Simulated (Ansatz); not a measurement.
# Geometry relaxation of ZrO2 (part 1 of 2)

- system: ZrO2 (P4₂/nmc, 6 atoms in the cell)
- method: DFT r2SCAN, scalar-relativistic, plane waves, PAW, no spin polarisation (Ansatz 0.2.0)

The structure derives from a Materials Project entry. It belongs to a series of runs on one base structure; here: relaxed at 12 GPa.

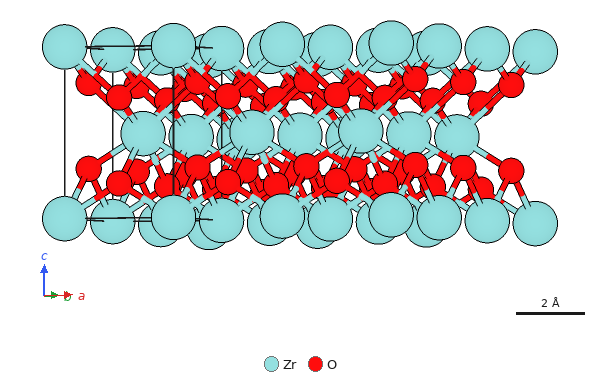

The input geometry (ball-and-stick view of the cell of the calculation, repeated 3 × 3 × 1, seen at an oblique angle). An atom can appear more than once, as a periodic image.

**Summary**

```tsv
quantity	value
outcome	converged
space group (tolerance 0.01 Å)	P4₂/nmc (137)
electrons treated	48
free energy	−10676.1649 eV
Fermi energy	14.061 eV
gap on the k-point mesh	4.61 eV
pressure	12.00 GPa
final volume	64.09 Å³
largest force (length of the vector) at the end	under 0.001 eV/Å
final cell	a = 3.549 Å, b = 3.549 Å, c = 5.089 Å, α = 90.00°, β = 90.00°, γ = 90.00°
hardware	1 thread of Arm Neoverse V1, 24 GiB of memory available, shared host
wall time	84 s
peak memory	0.51 GiB
```

**Notes**

The cell was relaxed to the target pressure of the input; what is minimised is then the enthalpy E + pV.

**Input**
```yaml
crystal:
  lattice:
    - [3.53764299, 0.0, 0.0]
    - [0.0, 3.53764299, 0.0]
    - [0.0, 0.0, 5.1099280564]
  atoms:
    - { symbol: Zr, position: [0.0, 0.0, 0.0] }
    - { symbol: Zr, position: [0.5, 0.5, 0.5] }
    - { symbol: O, position: [0.0, 0.5, 0.29847303] }
    - { symbol: O, position: [0.0, 0.5, 0.79847303] }
    - { symbol: O, position: [0.5, 0.0, 0.70152697] }
    - { symbol: O, position: [0.5, 0.0, 0.20152697] }
basis:
  ecutwfc: 500
kpoints:
  mp_grid: { grid: [6, 6, 6] }
hamiltonian:
  xc: r2scan
scf:
  occupations: { method: gaussian, width: 0.02 }
output:
  forces: true
  stress: true
  eigenvalues: true
  write_density: true
  write_potential: true
  elf: true
  volumetric_format: npy
relax:
  adjacent_minimum: "off"
  f_tol: 0.008
  max_steps: 50
  cell: { stress_tol: 0.08, p_target: 12.0 }
```

Run as:
```bash
ansatz run input.yaml --threads 1 --pin off --max-ram 2560MiB --backend cpu --events-out ev --progress --plain --runs-dir out
```

**Log**
```
Engine: ansatz 0.2.0, aarch64-unknown-linux-gnu
Pseudopotentials: kind: paw
Pseudopotential: Zr, paw, valence charge 12, recommended cutoff 500 eV (meta_gga), Zr.paw.azcp
Pseudopotential: O, paw, valence charge 6, recommended cutoff 500 eV (meta_gga), O.paw.azcp
Functional definition: r2SCAN
  parameter k0 = 0.174
  parameter k1 = 0.065
  parameter a1 = 4.9479
  exchange = r2scan_x(k0 = k0, k1 = k1, a1 = a1)
  correlation = r2scan_c
Crystal: 6 atoms, lattice volume = 63.950 Å³
Basis set: ecut = 500 eV, 1643 PW (Γ), exchange–correlation on 108×108×160 points (64 copies of the dense FFT grid, shifted against one another)
Bands: 30, of which v1, the nominal top of the filled ones, is band 24 counted from 1 (23 counted from 0)
Symmetry: 16 space group operations
Space group: P42/nmc (ITA 137), of the structure as read, at distance tolerance 4.0e-5 Å
k-points: 40 of 216
Non-local potential: Zr, projectors of the file, l = 0: 3, l = 1: 2, l = 2: 2, l = 3: 2
Non-local potential: O, projectors of the file, l = 0: 2, l = 1: 2, l = 2: 1
PAW form: soft (Blöchl's): semilocal exchange-correlation on the pseudo side does not see the compensation charge
PAW frozen core: Zr, regenerated for the run's functional (the file was generated under x = pbe(κ = 0.804, μ = 0.2195149727645171), c = pbe(β = 0.06672455060314922))
PAW frozen core: O, regenerated for the run's functional (the file was generated under x = pbe(κ = 0.804, μ = 0.2195149727645171), c = pbe(β = 0.06672455060314922))
PAW one-centre angular grid: Zr, 590 points (default); XC on 160 Gauss nodes
PAW one-centre angular grid: O, 302 points (default); XC on 160 Gauss nodes
Initial density: superposition of atomic densities (neutral atoms: chi_scale 0, normalization atom), corrected by the library's trained network
Initial wavefunctions: pseudopotential atomic-orbital guess
Functional: x = r2scan, c = r2scan; τ floored in thin density (d = 2e-4 eV/Å³)
SCF iter   1: F=—  HF=-10675.988510 eV  |F-HF|=—  |Δ(HF+E_count)|=         —  Δρ=1.52e-2  dr2=1.66e-1  dr2_τ=4.33e-1  ethr=1.77e-3  ⟨swp⟩=6.0  Hψ=5026  notcnv=0
preconditioner: auto → Resta (q_TF=auto, 2.601 Å⁻¹)  ε∞=3.9  [insulator: Δε(μ)=5.043 eV  Ē_g=18.199 eV  σ=0.020 eV  W_gap=1.00  n_scr=20 (ndim 8)  ℏωp=30.8 eV  f_vac=0.015  D(μ)=0.00/eV (n_scr^D=0)  ε∞_Penn≈3.9]
SCF iter   2: F=—  HF=-10676.136987 eV  |F-HF|=—  |Δ(HF+E_count)|=   1.48e-1  Δρ=6.60e-3  dr2=1.27e-2  dr2_τ=5.54e-3  ethr=3.45e-4  ⟨swp⟩=2.0  Hψ=2311  notcnv=0  defer=80
SCF iter   3: F=—  HF=-10676.136700 eV  |F-HF|=—  |Δ(HF+E_count)|=   2.86e-4  Δρ=2.71e-3  dr2=1.91e-3  dr2_τ=3.25e-4  ethr=2.65e-5  ⟨swp⟩=2.2  Hψ=2191  notcnv=0  defer=80
SCF iter   4: F=—  HF=-10676.136809 eV  |F-HF|=—  |Δ(HF+E_count)|=   1.09e-4  Δρ=3.54e-4  dr2=2.97e-5  dr2_τ=8.70e-6  ethr=3.98e-6  ⟨swp⟩=2.2  Hψ=2120  notcnv=0  defer=80
SCF iter   5: F=—  HF=-10676.136833 eV  |F-HF|=—  |Δ(HF+E_count)|=   2.44e-5  Δρ=4.96e-5  dr2=9.64e-7  dr2_τ=1.44e-7  ethr=6.18e-8  ⟨swp⟩=2.2  Hψ=1977  notcnv=0  defer=80
SCF iter   6: F=-10676.136834 eV  HF=-10676.136834 eV  |F-HF|=6.57e-8  |Δ(HF+E_count)|=   2.74e-7  Δρ=1.25e-5  dr2=9.51e-8  dr2_τ=5.90e-9  ethr=2.08e-10  ⟨swp⟩=14.1  Hψ=9172  notcnv=0
SCF 1 converged in 6 iterations: F = -10676.136834 eV  dr2 = 9.51e-8
  greatest PAW one-centre occupation: 0.991 electrons in one spin orbital (limit 2), on the Zr atom at site 1 (counted from 0), in its partial waves of l = 1
relax step   1: F+E_penalty+E_count = -10676.13683353 eV  Δ(F+E_penalty+E_count) = +0.000e0 eV  max|allowed force component| = 2.000e-1 eV/Å  Δτ_max = 0.0000 Å  P = +14.841 GPa  Ω = 63.950 Å³  (6 SCF iters, dr2 threshold 1.00e-7 eV, accepted)
Crystal: 6 atoms, lattice volume = 64.548 Å³
Basis set: ecut = 500 eV, 1675 PW (Γ), exchange–correlation on 108×108×160 points (64 copies of the dense FFT grid, shifted against one another)
Initial density: handed on by an earlier stage of this run
Initial wavefunctions: those handed on with the density
iter 1 solved again at ethr=3.76e-6 eV; its pass at ethr=3.10e-3 eV (dr2=1.80e-3 eV) is discarded
SCF iter   1: F=—  HF=-10676.186648 eV  |F-HF|=—  |Δ(HF+E_count)|=         —  Δρ=1.79e-3  dr2=1.60e-3  dr2_τ=1.70e-2  ethr=3.76e-6  ⟨swp⟩=2.0  Hψ=6353  notcnv=0
preconditioner: auto → Resta (q_TF=auto, 2.597 Å⁻¹)  ε∞=3.9  [insulator: Δε(μ)=4.689 eV  Ē_g=17.937 eV  σ=0.020 eV  W_gap=1.00  n_scr=20 (ndim 8)  ℏωp=30.7 eV  f_vac=0.018  D(μ)=0.00/eV (n_scr^D=0)  ε∞_Penn≈3.9]
SCF iter   2: F=—  HF=-10676.190968 eV  |F-HF|=—  |Δ(HF+E_count)|=   4.32e-3  Δρ=9.20e-4  dr2=4.83e-4  dr2_τ=2.98e-5  ethr=3.34e-6  ⟨swp⟩=2.0  Hψ=2081  notcnv=0
SCF iter   3: F=—  HF=-10676.190879 eV  |F-HF|=—  |Δ(HF+E_count)|=   8.94e-5  Δρ=2.17e-4  dr2=1.45e-5  dr2_τ=3.76e-6  ethr=1.01e-6  ⟨swp⟩=2.5  Hψ=1946  notcnv=0
SCF iter   4: F=—  HF=-10676.190892 eV  |F-HF|=—  |Δ(HF+E_count)|=   1.31e-5  Δρ=7.57e-5  dr2=2.24e-6  dr2_τ=3.35e-7  ethr=3.02e-8  ⟨swp⟩=2.6  Hψ=2096  notcnv=0
SCF iter   5: F=—  HF=-10676.190893 eV  |F-HF|=—  |Δ(HF+E_count)|=   1.04e-6  Δρ=4.58e-5  dr2=1.03e-6  dr2_τ=1.43e-7  ethr=1.25e-9  ⟨swp⟩=10.7  Hψ=9184  notcnv=0
SCF iter   6: F=-10676.190893 eV  HF=-10676.190893 eV  |F-HF|=8.41e-9  |Δ(HF+E_count)|=   1.08e-7  Δρ=6.08e-6  dr2=1.35e-8  dr2_τ=1.83e-9  ethr=1.25e-9  ⟨swp⟩=9.8  Hψ=8047  notcnv=0
SCF 2 converged in 6 iterations: F = -10676.190893 eV  dr2 = 1.35e-8
  greatest PAW one-centre occupation: 0.990 electrons in one spin orbital (limit 2), on the Zr atom at site 1 (counted from 0), in its partial waves of l = 1
relax step   2: F+E_penalty+E_count = -10676.19089315 eV  Δ(F+E_penalty+E_count) = -5.406e-2 eV  max|allowed force component| = 1.155e-1 eV/Å  Δτ_max = 0.0080 Å  P = +11.536 GPa  Ω = 64.548 Å³  energy of the carried Pulay correction = -5.266e-4 eV  (6 SCF iters, dr2 threshold 6.00e-7 eV, accepted)
Crystal: 6 atoms, lattice volume = 64.477 Å³
Basis set: ecut = 500 eV, 1659 PW (Γ), exchange–correlation on 108×108×160 points (64 copies of the dense FFT grid, shifted against one another)
iter 1 solved again at ethr=1.95e-6 eV; its pass at ethr=3.10e-3 eV (dr2=9.36e-4 eV) is discarded
SCF iter   1: F=—  HF=-10676.189564 eV  |F-HF|=—  |Δ(HF+E_count)|=         —  Δρ=1.44e-3  dr2=9.06e-4  dr2_τ=1.98e-2  ethr=1.95e-6  ⟨swp⟩=2.0  Hψ=5767  notcnv=0
preconditioner: auto → Resta (q_TF=auto, 2.597 Å⁻¹)  ε∞=3.9  [insulator: Δε(μ)=4.697 eV  Ē_g=17.937 eV  σ=0.020 eV  W_gap=1.00  n_scr=20 (ndim 8)  ℏωp=30.7 eV  f_vac=0.017  D(μ)=0.00/eV (n_scr^D=0)  ε∞_Penn≈3.9]
SCF iter   2: F=—  HF=-10676.189618 eV  |F-HF|=—  |Δ(HF+E_count)|=   5.38e-5  Δρ=8.00e-4  dr2=2.89e-4  dr2_τ=3.16e-5  ethr=1.89e-6  ⟨swp⟩=2.0  Hψ=2079  notcnv=0
SCF iter   3: F=—  HF=-10676.189618 eV  |F-HF|=—  |Δ(HF+E_count)|=   4.51e-7  Δρ=3.63e-4  dr2=5.69e-5  dr2_τ=1.40e-5  ethr=6.03e-7  ⟨swp⟩=2.0  Hψ=1810  notcnv=0
SCF iter   4: F=—  HF=-10676.189622 eV  |F-HF|=—  |Δ(HF+E_count)|=   4.18e-6  Δρ=9.87e-5  dr2=2.68e-6  dr2_τ=4.71e-7  ethr=1.19e-7  ⟨swp⟩=2.0  Hψ=1799  notcnv=0
SCF iter   5: F=-10676.189624 eV  HF=-10676.189624 eV  |F-HF|=3.87e-7  |Δ(HF+E_count)|=   2.15e-6  Δρ=4.25e-5  dr2=5.24e-7  dr2_τ=8.16e-8  ethr=1.25e-9  ⟨swp⟩=10.1  Hψ=8733  notcnv=0
SCF 3 converged in 5 iterations: F = -10676.189624 eV  dr2 = 5.24e-7
relax step   3: F+E_penalty+E_count = -10676.18962433 eV  Δ(F+E_penalty+E_count) = +1.269e-3 eV  max|allowed force component| = 6.354e-2 eV/Å  Δτ_max = 0.0106 Å  P = +11.349 GPa  Ω = 64.477 Å³  energy of the carried Pulay correction = -4.645e-4 eV  (5 SCF iters, dr2 threshold 6.00e-7 eV, accepted)
Crystal: 6 atoms, lattice volume = 64.088 Å³
Basis set: ecut = 500 eV, 1651 PW (Γ), exchange–correlation on 108×108×160 points (64 copies of the dense FFT grid, shifted against one another)
iter 1 solved again at ethr=1.09e-5 eV; its pass at ethr=3.10e-3 eV (dr2=5.22e-3 eV) is discarded
SCF iter   1: F=—  HF=-10676.167214 eV  |F-HF|=—  |Δ(HF+E_count)|=         —  Δρ=3.46e-3  dr2=5.41e-3  dr2_τ=9.62e-2  ethr=1.09e-5  ⟨swp⟩=1.8  Hψ=6403  notcnv=0
preconditioner: auto → Resta (q_TF=auto, 2.600 Å⁻¹)  ε∞=3.9  [insulator: Δε(μ)=4.649 eV  Ē_g=17.942 eV  σ=0.020 eV  W_gap=1.00  n_scr=20 (ndim 8)  ℏωp=30.8 eV  f_vac=0.016  D(μ)=0.00/eV (n_scr^D=0)  ε∞_Penn≈3.9]
SCF iter   2: F=—  HF=-10676.164642 eV  |F-HF|=—  |Δ(HF+E_count)|=   2.57e-3  Δρ=1.86e-3  dr2=1.54e-3  dr2_τ=1.93e-4  ethr=1.09e-5  ⟨swp⟩=2.0  Hψ=2079  notcnv=0
SCF iter   3: F=—  HF=-10676.164638 eV  |F-HF|=—  |Δ(HF+E_count)|=   4.50e-6  Δρ=7.66e-4  dr2=2.62e-4  dr2_τ=5.93e-5  ethr=3.20e-6  ⟨swp⟩=2.6  Hψ=1859  notcnv=0
SCF iter   4: F=—  HF=-10676.164686 eV  |F-HF|=—  |Δ(HF+E_count)|=   4.82e-5  Δρ=1.98e-4  dr2=1.15e-5  dr2_τ=1.69e-6  ethr=5.45e-7  ⟨swp⟩=2.0  Hψ=1818  notcnv=0
SCF iter   5: F=—  HF=-10676.164696 eV  |F-HF|=—  |Δ(HF+E_count)|=   9.39e-6  Δρ=6.92e-5  dr2=1.71e-6  dr2_τ=2.27e-7  ethr=2.39e-8  ⟨swp⟩=2.0  Hψ=1680  notcnv=0
SCF iter   6: F=-10676.164697 eV  HF=-10676.164697 eV  |F-HF|=1.18e-8  |Δ(HF+E_count)|=   1.54e-6  Δρ=9.17e-6  dr2=2.91e-8  dr2_τ=2.63e-9  ethr=1.25e-9  ⟨swp⟩=10.5  Hψ=9022  notcnv=0
SCF 4 converged in 6 iterations: F = -10676.164697 eV  dr2 = 2.91e-8
relax step   4: F+E_penalty+E_count = -10676.16469718 eV  Δ(F+E_penalty+E_count) = +2.493e-2 eV  max|allowed force component| = 7.909e-3 eV/Å  Δτ_max = 0.0230 Å  P = +11.995 GPa  Ω = 64.088 Å³  energy of the carried Pulay correction = -1.214e-4 eV  (6 SCF iters, dr2 threshold 6.00e-7 eV, accepted)
Crystal: 6 atoms, lattice volume = 64.079 Å³
iter 1 solved again at ethr=1.82e-8 eV; its pass at ethr=3.10e-3 eV (dr2=8.73e-6 eV) is discarded
SCF iter   1: F=—  HF=-10676.164195 eV  |F-HF|=—  |Δ(HF+E_count)|=         —  Δρ=2.08e-4  dr2=9.33e-6  dr2_τ=2.31e-4  ethr=1.82e-8  ⟨swp⟩=3.0  Hψ=6975  notcnv=0
preconditioner: auto → Resta (q_TF=auto, 2.600 Å⁻¹)  ε∞=3.9  [insulator: Δε(μ)=4.613 eV  Ē_g=17.931 eV  σ=0.020 eV  W_gap=1.00  n_scr=20 (ndim 8)  ℏωp=30.8 eV  f_vac=0.018  D(μ)=0.00/eV (n_scr^D=0)  ε∞_Penn≈3.9]
SCF iter   2: F=—  HF=-10676.164273 eV  |F-HF|=—  |Δ(HF+E_count)|=   7.79e-5  Δρ=1.21e-4  dr2=3.12e-6  dr2_τ=4.64e-7  ethr=1.82e-8  ⟨swp⟩=2.0  Hψ=2160  notcnv=0
SCF iter   3: F=-10676.164274 eV  HF=-10676.164274 eV  |F-HF|=5.44e-8  |Δ(HF+E_count)|=   1.06e-6  Δρ=2.63e-5  dr2=2.68e-7  dr2_τ=9.81e-8  ethr=1.25e-9  ⟨swp⟩=7.0  Hψ=8285  notcnv=0
SCF 5 converged in 3 iterations: F = -10676.164274 eV  dr2 = 2.68e-7
relax step   5: F+E_penalty+E_count = -10676.16427427 eV  Δ(F+E_penalty+E_count) = +4.229e-4 eV  max|allowed force component| = 1.918e-3 eV/Å  Δτ_max = 0.0009 Å  P = +12.027 GPa  Ω = 64.079 Å³  energy of the carried Pulay correction = -1.139e-4 eV  (3 SCF iters, dr2 threshold 6.00e-7 eV, accepted)
Crystal: 6 atoms, lattice volume = 64.087 Å³
iter 1 solved again at ethr=8.63e-10 eV; its pass at ethr=3.10e-3 eV (dr2=4.14e-7 eV) is discarded
SCF iter   1: F=—  HF=-10676.164846 eV  |F-HF|=—  |Δ(HF+E_count)|=         —  Δρ=4.27e-5  dr2=4.32e-7  dr2_τ=2.15e-5  ethr=8.63e-10  ⟨swp⟩=3.0  Hψ=6871  notcnv=0
preconditioner: auto → Resta (q_TF=auto, 2.600 Å⁻¹)  ε∞=3.9  [insulator: Δε(μ)=4.615 eV  Ē_g=17.930 eV  σ=0.020 eV  W_gap=1.00  n_scr=20 (ndim 8)  ℏωp=30.8 eV  f_vac=0.018  D(μ)=0.00/eV (n_scr^D=0)  ε∞_Penn≈3.9]
SCF iter   2: F=—  HF=-10676.164850 eV  |F-HF|=—  |Δ(HF+E_count)|=   4.07e-6  Δρ=2.65e-5  dr2=1.88e-7  dr2_τ=2.09e-8  ethr=8.63e-10  ⟨swp⟩=2.0  Hψ=2160  notcnv=0
SCF iter   3: F=-10676.164850 eV  HF=-10676.164850 eV  |F-HF|=8.70e-9  |Δ(HF+E_count)|=   5.16e-9  Δρ=7.51e-6  dr2=1.71e-8  dr2_τ=6.40e-9  ethr=3.90e-11  ⟨swp⟩=6.5  Hψ=7468  notcnv=0
SCF 6 converged in 3 iterations: F = -10676.164850 eV  dr2 = 1.71e-8
relax step   6: F+E_penalty+E_count = -10676.16485015 eV  Δ(F+E_penalty+E_count) = -5.759e-4 eV  max|allowed force component| = 1.496e-4 eV/Å  Δτ_max = 0.0003 Å  P = +12.001 GPa  Ω = 64.087 Å³  energy of the carried Pulay correction = -1.207e-4 eV  (3 SCF iters, dr2 threshold 1.87e-8 eV, accepted)
Initial wavefunctions: pseudopotential atomic-orbital guess (no wavefunctions were taken with the density)
iter 1 solved again at ethr=6.48e-9 eV; its pass at ethr=3.10e-3 eV (dr2=3.11e-6 eV) is discarded
SCF iter   1: F=—  HF=-10676.164933 eV  |F-HF|=—  |Δ(HF+E_count)|=         —  Δρ=4.78e-5  dr2=6.78e-8  dr2_τ=1.48e-7  ethr=6.48e-9  ⟨swp⟩=3.8  Hψ=8850  notcnv=0
SCF iter   2: F=—  HF=-10676.164936 eV  |F-HF|=—  |Δ(HF+E_count)|=   3.12e-6  Δρ=2.44e-5  dr2=1.68e-8  dr2_τ=1.58e-7  ethr=1.41e-10  ⟨swp⟩=2.0  Hψ=2147  notcnv=0
SCF iter   3: F=—  HF=-10676.164937 eV  |F-HF|=—  |Δ(HF+E_count)|=   8.19e-7  Δρ=1.86e-6  dr2=1.04e-9  dr2_τ=5.75e-10  ethr=3.51e-11  ⟨swp⟩=2.0  Hψ=1930  notcnv=0
SCF iter   4: F=-10676.164937 eV  HF=-10676.164937 eV  |F-HF|=7.64e-11  |Δ(HF+E_count)|=   1.48e-9  Δρ=4.04e-7  dr2=5.01e-11  dr2_τ=2.25e-11  ethr=1.00e-12  ⟨swp⟩=7.2  Hψ=6088  notcnv=0
SCF 7 converged in 4 iterations: F = -10676.164937 eV  dr2 = 5.01e-11
relax step   7: F+E_penalty+E_count = -10676.16493723 eV  Δ(F+E_penalty+E_count) = -8.708e-5 eV  max|allowed force component| = 7.171e-5 eV/Å  Δτ_max = 0.0000 Å  P = +12.002 GPa  Ω = 64.087 Å³  stress off target by 2.35e-3 GPa  SCF on the basis re-selected at this cell (its energy is not comparable with the rows above)  (4 SCF iters)
```

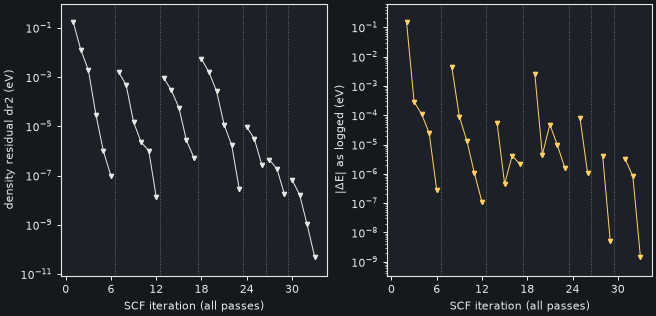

Convergence of the self-consistent field: density residual dr2 and size of the energy change against the SCF iteration. The dotted lines part the SCF passes of the relaxation: geometry steps, rejected trials and re-solves on a re-selected basis. The 7 passes take 3 to 6 iterations each, 33 in all.
